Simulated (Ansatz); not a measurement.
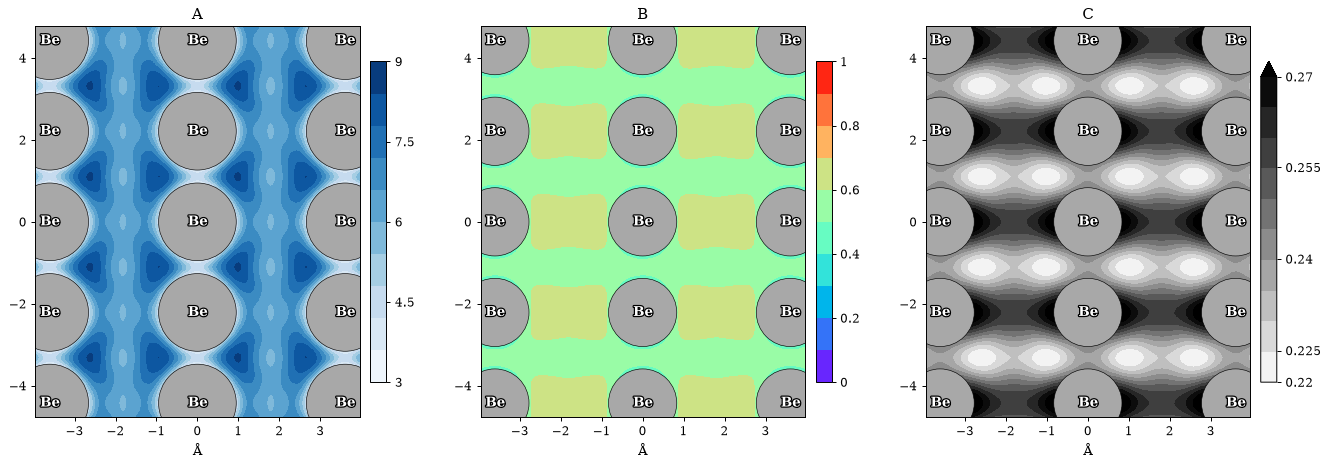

Be: 3 fields on the (010) plane of the conventional cell, with unlabelled colour scales. Grey discs cover the atomic cores.

Space group P6/mmm; set up as Be, omega (AlB2-type); a generated structure, not necessarily the stable one; changed on purpose from its base cell (volume × 1.04); computed pressure about −4 GPa in this cell.

Computed with DFT, PBEsol, plane waves (420 eV) with PAW, scalar-relativistic (Ansatz 0.2.0).

```
CELL_PARAMETERS angstrom
3.60769 0.00000 0.00000
-1.80384 3.12435 0.00000
0.00000 0.00000 2.21213
ATOMIC_POSITIONS crystal
Be 0.00000 0.00000 0.00000
Be 0.33333 0.66667 0.50000
Be 0.66667 0.33333 0.50000
```

Question: Which field does each panel show? The fields are: electron localisation function, electrostatic potential energy of an electron and valence pseudo-density.

Answer: Panel A: electrostatic potential energy of an electron (low next to the atoms, rising into the space between them). Panel B: electron localisation function. Panel C: valence pseudo-density. From the grid: Be–Be (2.21 Å): ρ at the midpoint is about 0.24 e/Å³; the ELF reaches about 0.55 near the midpoint.
